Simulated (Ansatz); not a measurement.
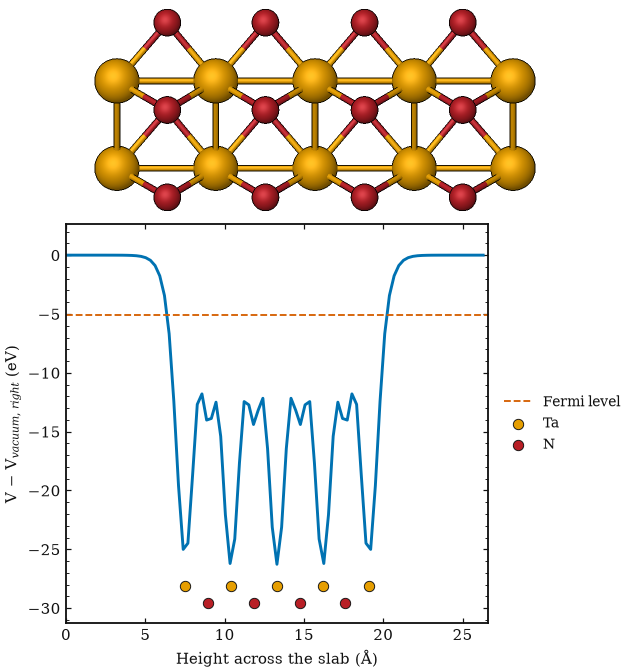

Plane-averaged electrostatic potential energy of an electron across the slab; circles at the bottom mark the heights of the atoms (positions after relaxation). The structure is drawn too.

System: a (001) slab cut from TaN (P-6m2), of composition Ta5N4 (not the bulk's), ended by Ta planes, 9 atoms in the cell.

Level of theory: DFT PBE, scalar-relativistic, plane waves, PAW, no spin polarisation, 12×12×1 k mesh, 420 eV cutoff; code Ansatz 0.2.0.

What is the work function?

The work function is 5.10 eV, the same on both faces. The two vacuum levels agree, so the slab has no net dipole along its normal.

How thick are slab and vacuum?

The outermost atoms are 11.6 Å apart, which leaves 15.0 Å of vacuum in a cell 26.6 Å high.

The electron count is odd and the run has no spin polarisation, so a magnetic state may lie lower. Spin-orbit coupling is left out, which matters for Ta.
